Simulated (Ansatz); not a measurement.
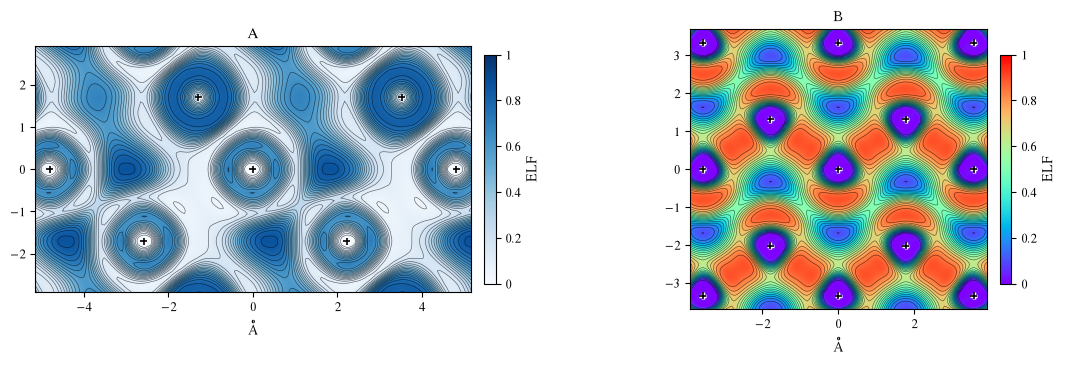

The electron localisation function of 2 systems, each on a plane through atoms (crosses mark nuclei in the plane).

The calculation used DFT r2SCAN, scalar-relativistic, plane waves, PAW in Ansatz.

System 1: Ti2O, the (110) plane of the conventional cell. Space group P-3m1; computed without spin polarisation.

System 2: P, the (010) plane of the conventional cell. Space group Imma; a structure from a database of computed crystals, not necessarily the ambient phase; not relaxed (largest force 0.9 eV/Å).

```xyz
4
Lattice="3.5713 0.0000 0.0000 0.0000 5.3104 0.0000 0.0000 0.0000 3.3361" Properties=species:S:1:pos:R:3 pbc="T T T"
P     0.0000    1.3276    0.1778
P     1.7857    3.9828    1.8459
P     1.7857    1.3276    1.4902
P     0.0000    3.9828    3.1583
```

> Match each panel to its system.

Panel A is system 1, Ti2O: the plane holds Ti and O. Ti–O (2.14 Å): the ELF peaks at about 0.80 in the valence shell of O, 0.6 Å from its nucleus, and is about 0.10 at the midpoint: no localised pair shows between them. Panel B is system 2, P: the plane holds P. P–P (2.22 Å): the ELF peaks at about 0.90 between the atoms.
